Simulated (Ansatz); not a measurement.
**SnO2: 7 runs along one coordinate**

System: SnO2 (Fm-3m, 3 atoms in the cell).
Method: Kohn-Sham DFT of a periodic cell, PBE, Ansatz PAW, no spin polarisation (Ansatz 0.2.0).

The 7 runs differ only in the geometry, by an even scaling of the cell at fixed fractional positions. The structure derives from a Materials Project entry.

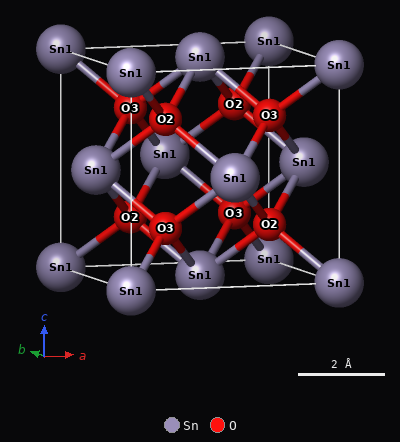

Figure 1. The structure of run 4 (ball-and-stick view of the cell 4 times as large as that of the calculation, set on its symmetry axes, seen slightly off an axis; atoms are numbered from 1 in the order of the input).

**Input of run 4**
```yaml
crystal:
  lattice:
    - [0.0, 2.57415, 2.57415]
    - [2.57415, 0.0, 2.57415]
    - [2.57415, 2.57415, 0.0]
  atoms:
    - { symbol: Sn, position: [0.0, 0.0, 0.0] }
    - { symbol: O, position: [0.75, 0.75, 0.75] }
    - { symbol: O, position: [0.25, 0.25, 0.25] }
hamiltonian:
  xc: pbe
  pseudopotentials: { kind: paw }
kpoints:
  mp_grid: { grid: [9, 9, 9] }
scf:
  occupations: { method: fermi_dirac, width: 0.05 }
output:
  forces: true
  stress: true
  eigenvalues: true
```

Command:
```bash
ansatz run input.yaml --threads 2 --pin off --max-ram 5120MiB --backend cpu --events-out ev --progress --plain --runs-dir out
```

Run 3 differs from it as follows:
```diff
-    - [0.0, 2.57415, 2.57415]
-    - [2.57415, 0.0, 2.57415]
-    - [2.57415, 2.57415, 0.0]
+    - [0.0, 2.5568733049, 2.5568733049]
+    - [2.5568733049, 0.0, 2.5568733049]
+    - [2.5568733049, 2.5568733049, 0.0]
```

**Results, with one run withheld**

| run | volume per atom (Å³) | free energy per atom, from the lowest run given (meV) | pressure (GPa) | gap on the mesh (eV) |
| --- | --- | --- | --- | --- |
| 1 | 10.689 | 24.35 | 12.68 | 0.52 |
| 2 | 10.916 | 9.96 | 7.76 | 0.30 |
| 3 | 11.144 | ? | ? | ? |
| 4 | 11.371 | 0.00 | −0.47 | 0.00 |
| 5 | 11.599 | 3.20 | −3.95 | 0.00 |
| 6 | 11.826 | 11.04 | −7.04 | 0.00 |
| 7 | 12.054 | 22.96 | −9.79 | 0.00 |

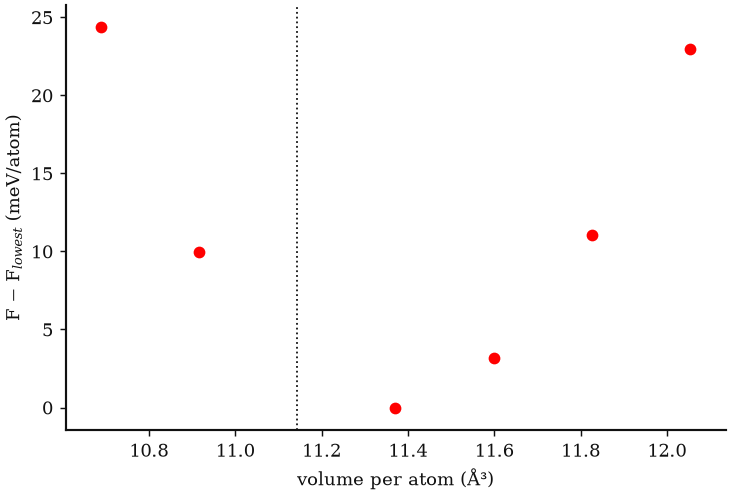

Figure 2. Free energy per atom of the runs given; the dotted line marks run 3.

Estimate the energy of run 3 from the others.

A cubic polynomial in V^(−2/3) (the Birch–Murnaghan form), fitted to the 6 runs given, misses them by at most 0.03 meV per atom. With x = V^(−2/3) − 0.19751 Å⁻², it reads F = 0.10838 − 440.79 x + 3.7485e+05 x² + 7.6144e+05 x³ (meV per atom). At run 3 it gives 2.04 meV per atom, and the run itself gives 2.09. The slope of the fit gives a pressure −dF/dV of 3.40 GPa there, and the run prints 3.44 GPa. The fit has its minimum at 11.342 Å³ per atom, where V d²F/dV² gives 185 GPa: the bulk modulus at this level, since symmetry fixes the shape and the positions. The gap on the mesh lies between 0.00 eV (run 3) and 0.52 eV (run 1); run 3 has 0.00 eV. These are gaps of this functional on this mesh, which can miss the band edges; they aren't the measured gap.

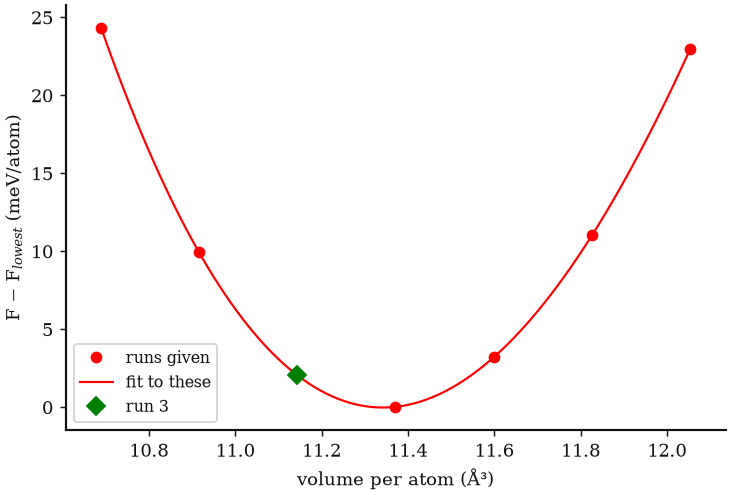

Figure 3. The fit and the withheld run.

**Output, shortened to warnings, some set-up lines, iterations and results (run 3)**
```
Basis set: ecut = 420 eV, 645 PW (Γ), exchange–correlation on 50×50×50 points (8 copies of the dense FFT grid, shifted against one another)
Symmetry: 48 space group operations
k-points: 35 of 729
Initial density: superposition of atomic densities (neutral atoms: chi_scale 0, normalization atom), corrected by the library's trained network
[...]
SCF iter   1: F=—  HF=-7158.224128 eV  |F-HF|=—  |Δ(HF+E_count)|=         —  Δρ=5.07e-3  dr2=8.07e-3  ethr=1.77e-3  ⟨swp⟩=5.3  Hψ=2868  notcnv=0
SCF iter   2: F=—  HF=-7158.222293 eV  |F-HF|=—  |Δ(HF+E_count)|=   1.83e-3  Δρ=2.87e-3  dr2=1.94e-3  ethr=3.10e-5  ⟨swp⟩=2.1  Hψ=1245  notcnv=0
SCF iter   3: F=—  HF=-7158.221917 eV  |F-HF|=—  |Δ(HF+E_count)|=   3.76e-4  Δρ=5.93e-4  dr2=6.70e-5  ethr=7.48e-6  ⟨swp⟩=2.0  Hψ=806  notcnv=0
SCF iter   4: F=—  HF=-7158.222171 eV  |F-HF|=—  |Δ(HF+E_count)|=   2.54e-4  Δρ=8.76e-5  dr2=1.73e-6  ethr=2.58e-7  ⟨swp⟩=2.2  Hψ=955  notcnv=0
SCF iter   5: F=-7158.222177 eV  HF=-7158.222177 eV  |F-HF|=5.17e-8  |Δ(HF+E_count)|=   6.32e-6  Δρ=9.04e-6  dr2=1.02e-8  ethr=6.66e-9  ⟨swp⟩=2.1  Hψ=1005  notcnv=0
SCF iter   6: F=-7158.222177 eV  HF=-7158.222177 eV  |F-HF|=1.19e-9  |Δ(HF+E_count)|=   6.14e-8  Δρ=2.28e-6  dr2=1.14e-9  ethr=3.94e-11  ⟨swp⟩=3.0  Hψ=2191  notcnv=0
SCF 1 converged in 6 iterations: F = -7158.222177 eV  dr2 = 1.14e-9
SCF converged after 6 iterations
Free energy (F): -7158.222177 eV
Harris-Foulkes:  -7158.222177 eV  (|F-HF|=1.19e-9)
Internal energy: -7158.221418 eV  (E = F + TS)
E sigma→0 (E₀):  -7158.221797 eV
Entropy (-TS):   -0.000759 eV (-0.253 meV/atom)
Fermi energy:    11.402485 eV
--- Per-component energies (eV) ---
  E_band       = -18.990018
  E_kinetic    = 541.159103
  E_local      = -1209.644082  (includes V_loc(G=0)·N_el)
  E_nonlocal   = 66.884205
  E_hartree    = 654.418418
  E_xc         = -527.509799
  E_vxc        = -282.100494  (∫ρ·V_xc dr)
  E_paw        = -4463.707395  (= ΣΔE_a)
  E_vpaw       = -444.131694  (= ΣTr[D̂ρ^β])
  E_aug_tail   = 0.004861  (compensation charges beyond the density's cutoff)
  E_ewald      = -2219.826728
  E_smearing   = -0.000759  (= −TS)
  E_closure    = -0.000000  (closes the sum)
  Σ components = -7158.222177   (vs F -7158.222177, Δ=0.00e0)
--- Forces (eV/Å), atoms counted from 1 ---
  atom   1  Sn    -0.00000000    -0.00000000     0.00000000
  atom   2  O      0.00000000    -0.00000000     0.00000000
  atom   3  O     -0.00000000    -0.00000000     0.00000000
  max |Σ_I F_I| component: 1.16e-17 eV/Å
--- Stress (GPa, compression-positive) ---
        3.435211       0.000000       0.000000
        0.000000       3.435211      -0.000000
       -0.000000       0.000000       3.435211
  P = ⅓ Tr σ = 3.4352 GPa (34.352 kbar)
```
